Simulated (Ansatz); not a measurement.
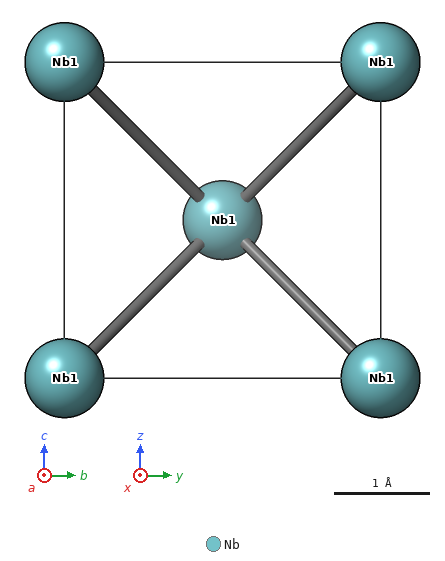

Crystalline Nb (Im-3m): the cell is strained along z alone, with the atoms kept at their fractional coordinates. x, y and z are the Cartesian axes of the input. The picture shows the reference cell. A ball-and-stick model of the conventional cell (2 times the calculation's cell), seen along the a axis. Lengths and directions refer to the drawn axes.

All numbers below come from DFT PBEsol, scalar-relativistic, plane waves, PAW in Ansatz. Set-up: plane-wave cutoff 420 eV; k-point mesh 20 × 20 × 20; occupations gaussian; smearing width 0.15 eV; no spin polarisation. Energies (free energies at the smearing named) are counted from the cell as listed in its source, which wasn't relaxed.

```
Nb
1.0
    -1.66395    1.66395    1.66395
     1.66395   -1.66395    1.66395
     1.66395    1.66395   -1.66395
Nb
1
Direct
  0.00000 0.00000 0.00000
```

What energies does the calculation give (the strain: −0.1000, −0.0750, −0.0500, −0.0250, 0.0000, 0.0250, 0.0500, 0.0750, 0.0875, 0.1000)?

| strain | energy change (meV/atom) |
| --- | --- |
| −0.1000 | 53.4 |
| −0.0750 | 6.6 |
| −0.0500 | −14.8 |
| −0.0250 | −16.1 |
| 0.0000 | 0.0 |
| 0.0250 | 32.0 |
| 0.0500 | 77.7 |
| 0.0750 | 135.1 |
| 0.0875 | 167.6 |
| 0.1000 | 202.4 |

The lowest computed point lies at the strain −0.025 (−16.1 meV/atom). The end points stand at 53.4 meV/atom (−0.10) and 202.4 meV/atom (0.10). The unrelaxed reference is under a pressure of −8.5 GPa, which tilts the curve. The distortion takes the space group from Im-3m to I4/mmm. At the strain −0.10 the cell of the drawing goes c 3.328 → 2.995 Å.
